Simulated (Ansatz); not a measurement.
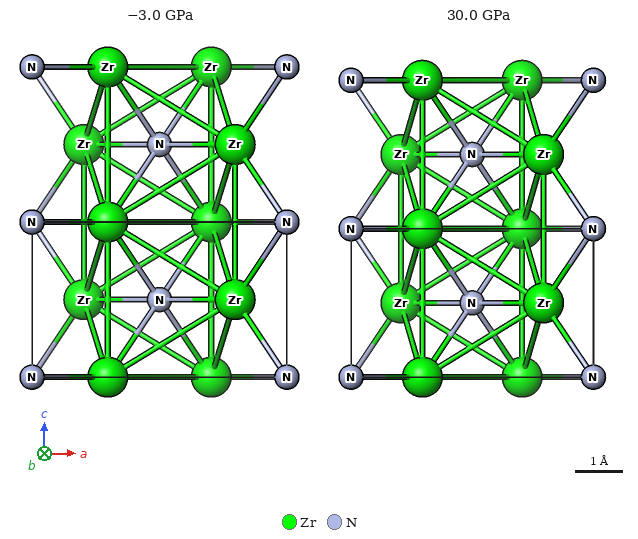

A crystal of Zr₂N (set up in P4_2/mnm), relaxed (cell and atoms) at several target pressures. The picture shows the first and the last member. A ball-and-stick model of the cell of the calculation, repeated 1 × 1 × 2 with one cell outlined, seen along the b axis.

Computed with Ansatz 0.2.0: DFT r2SCAN, scalar-relativistic, plane waves, PAW. Settings: plane-wave cutoff 500 eV; k-point mesh 8 × 8 × 10; occupations gaussian; smearing width 0.1 eV; no spin polarisation; cell and atoms relaxed; force threshold 0.008 eV/Å.

```csv
pressure (GPa),volume (Å³/atom),a (Å),c (Å)
−3.0,16.418,5.450,3.317
0.0,16.142,5.417,3.300
3.0,15.888,5.387,3.285
8.0,?,?,?
15.0,15.036,5.284,3.231
30.0,14.211,5.183,3.174
```

One row is withheld. What does the calculation give there?

Answer. Murnaghan's form V = V₀(1 + B′P/B₀)^(−1/B′), with V₀ = 16.142 Å³ from the row at zero pressure, fits the other rows with B₀ = 184 GPa and B′ = 3.71 (largest miss 0.004 Å³). At 8.0 GPa it gives 16.142 × (1 + 3.71 × 8.0/184)^(−1/3.71) = 15.504 Å³ per atom. The calculation gives 15.504 Å³/atom (a = 5.341 Å, c = 3.261 Å). The estimate is right to the digits shown. From the first member to the last: Zr–Zr 3.231 → 3.073 Å, Zr–Zr 3.317 → 3.174 Å, N–Zr 2.289 → 2.158 Å.

The whole series:

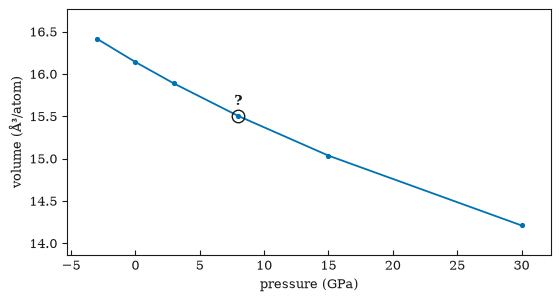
